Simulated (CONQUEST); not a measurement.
## PbS: 7 runs along one coordinate

System: PbS (R3m, 12 atoms in the cell).
Method: Kohn-Sham DFT of a periodic cell, PBE, PseudoDojo NC PBE, no spin polarisation (CONQUEST 1.3).

The 7 runs differ only in the geometry, by an even scaling of the cell at fixed fractional positions. The structure derives from a Materials Project entry.

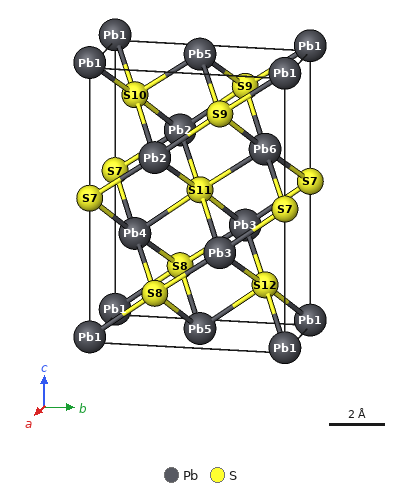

Figure 1. The structure of run 4 (ball-and-stick view of the cell of the calculation, seen slightly off an axis; atoms are numbered from 1 in the order of the input).

### Input of run 4
```
IO.Title PbS
IO.Coordinates coords.dat
IO.FractionalAtomicCoords T
IO.Iprint 2
IO.Iprint_init 1
General.NumberOfSpecies 2
General.PseudopotentialType hamann
AtomMove.TypeOfRun static
AtomMove.FullStress T
Grid.PointsAlongX 40
Grid.PointsAlongY 72
Grid.PointsAlongZ 100
DM.SolutionMethod diagon
Diag.MPMesh T
Diag.GammaCentred T
Diag.MPMeshX 6
Diag.MPMeshY 4
Diag.MPMeshZ 3
Diag.kT 0.00183747
minE.SCTolerance 1e-6
SC.MaxIters 100
IO.AtomChargeOutput T
%block ChemicalSpeciesLabel
1 207.200 Pb
2 32.070 S
%endblock
```

Command:
```bash
Conquest
```

Lattice vectors (Å) and fractional positions of run 4:
```
   4.225323    0.000000    0.000000
   0.000000    7.318475    0.000000
   0.000000    0.000000   10.355749
Pb  0.000000  0.000000  0.019434
Pb  0.000000  0.333333  0.686101
Pb  0.000000  0.666667  0.352768
Pb  0.500000  0.166667  0.352768
Pb  0.500000  0.500000  0.019434
Pb  0.500000  0.833333  0.686101
S   0.000000  0.000000  0.524964
S   0.000000  0.333333  0.191631
S   0.000000  0.666667  0.858298
S   0.500000  0.166667  0.858298
S   0.500000  0.500000  0.524964
S   0.500000  0.833333  0.191631
```

Run 3 has the same physical settings and fractional positions; its lattice vectors (Å) are:
```
   4.196965    0.000000    0.000000
   0.000000    7.269356    0.000000
   0.000000    0.000000   10.286245
```

### Results, with one run withheld

```tsv
run	volume per atom (Å³)	free energy per atom, from the lowest run given (meV)	pressure (GPa)	gap on the mesh (eV)
1	25.085	36.80	5.62	0.80
2	25.618	20.70	4.08	0.85
3	26.152	?	?	?
4	26.686	2.84	1.43	0.93
5	27.220	0.00	0.30	0.96
6	27.753	0.75	−0.73	0.99
7	28.287	4.71	−1.63	1.02
```

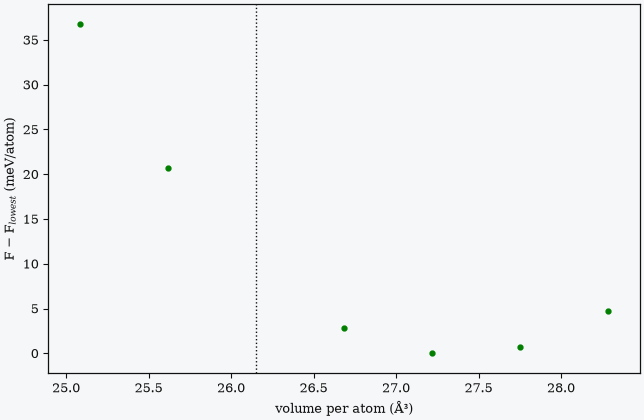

Figure 2. Free energy per atom of the runs given; the dotted line marks run 3.

Fit the runs given and predict run 3.

A cubic polynomial in V^(−2/3) (the Birch–Murnaghan form), fitted to the 6 runs given, misses them by at most 0.03 meV per atom. With x = V^(−2/3) − 0.11184 Å⁻², it reads F = 2.3788 + 2905.3 x + 8.4995e+05 x² + 2.2456e+06 x³ (meV per atom). At run 3 it gives 9.56 meV per atom, and the run itself gives 9.58. The slope of the fit gives a pressure −dF/dV of 2.66 GPa there, and the run prints 2.67 GPa. The fit has its minimum at 27.366 Å³ per atom, where V d²F/dV² gives 52.9 GPa. Cell shape and fractional positions are held, so this is the stiffness under even scaling; the relaxed bulk modulus wasn't computed. The gap on the mesh goes, without turning, from 0.80 eV in run 1 to 1.02 eV in run 7; run 3 has 0.89 eV. These are gaps of this functional on this mesh, which can miss the band edges; they aren't the measured gap.

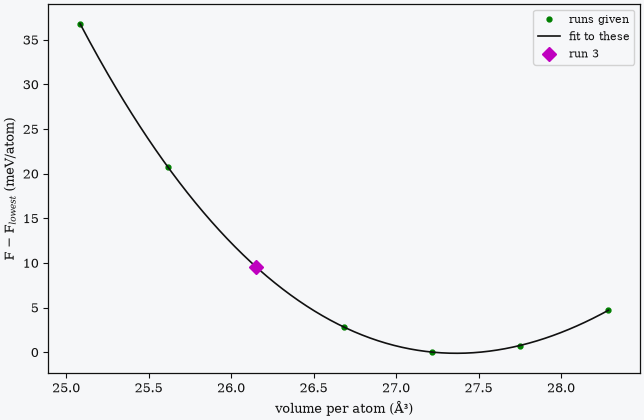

Figure 3. The fit and the withheld run.

### Some lines of the output (run 3)
```
[...]
          DFT Total Energy                 :      -488.650901088492446 Ha
          Free Energy (E-TS)               :      -488.651016477109295 Ha
          DFT Total Energy                 :      -488.650966059957284 Ha
          Free Energy (E-TS)               :      -488.650995706745960 Ha
          DFT Total Energy                 :      -488.650992828687095 Ha
          Free Energy (E-TS)               :      -488.650995976351396 Ha
          DFT Total Energy                 :      -488.650992884835603 Ha
          Free Energy (E-TS)               :      -488.650996114180828 Ha
          DFT Total Energy                 :      -488.650990887710975 Ha
          Free Energy (E-TS)               :      -488.650995425895076 Ha
          DFT Total Energy                 :      -488.650994760840035 Ha
      | Free Energy as E-TS      =      -488.650995425895076 Ha
      |* DFT total energy        =      -488.650994760840035 Ha
    force: Average pressure:      2.67291224 GPa
```

Notes: Spin–orbit coupling is left out, which matters for Pb. With a small basis of atomic orbitals these values can differ much from converged plane-wave results.
